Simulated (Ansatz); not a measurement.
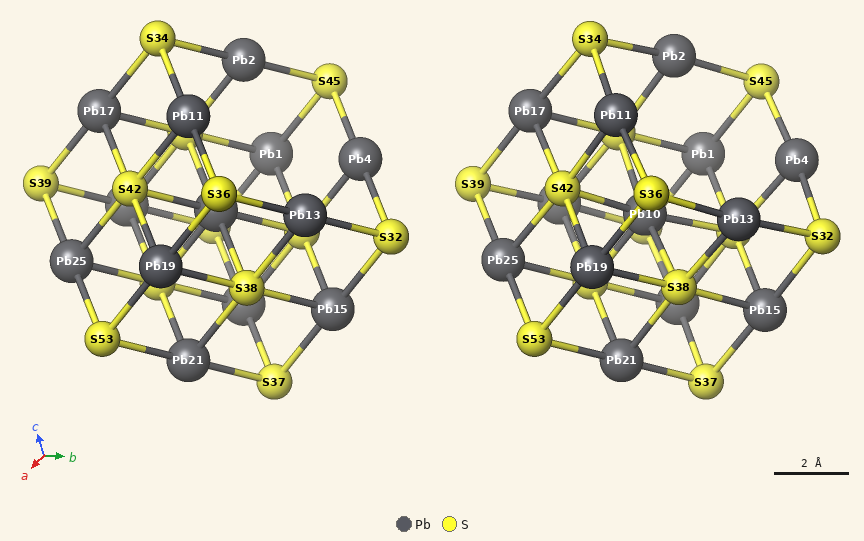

Two geometries of a defect cell of composition Pb27S26 (cell charge +2), drawn at one scale. One is the start of a relaxation, the other its converged end. Style: ball-and-stick. Shown: the atoms within 5.8 Å of the atom that moves most (axes of the cell of the calculation (origin shifted)), from a free direction.

The calculation used DFT, PBE, plane-wave PAW, default files, scalar-relativistic in Ansatz 0.2.0. (plane-wave cutoff 420 eV; k-point mesh 2 × 2 × 2; occupations fermi dirac; smearing width 0.01 eV; no spin polarisation; atoms relaxed in a fixed cell; force threshold 0.03 eV/Å; at most 40 steps)

> Which geometry has the lower energy?

The right one is the relaxed one. After 7 accepted moves (9 points after the start) the energy has fallen by 0.186 eV per cell of the calculation. The largest force component goes from 0.33 to 0.0034 eV/Å. The line search rejected the trial steps at points 6, 7 of the run. The largest moves, 0.15 Å, are those of Pb atoms. By element the largest moves are Pb 0.15 Å, S 0.03 Å. The cell doesn't change. Among the contacts that change: Pb–S 2.966 → 2.777 Å, Pb–S 2.966 → 3.006 Å, Pb–S 2.966 → 2.938 Å, Pb–S 2.966 → 2.981 Å. Among the angles between lasting bonds that change: S–Pb–S 180.0° → 173.6°, S–Pb–S 90.0° → 93.2°. Cost: 5.5 min on 4 threads of Arm Neoverse V1, on a shared host, peak memory 6.6 GiB.

Limits of the set-up: the cell is charged, on a uniform background, and energies carry no finite-size correction.
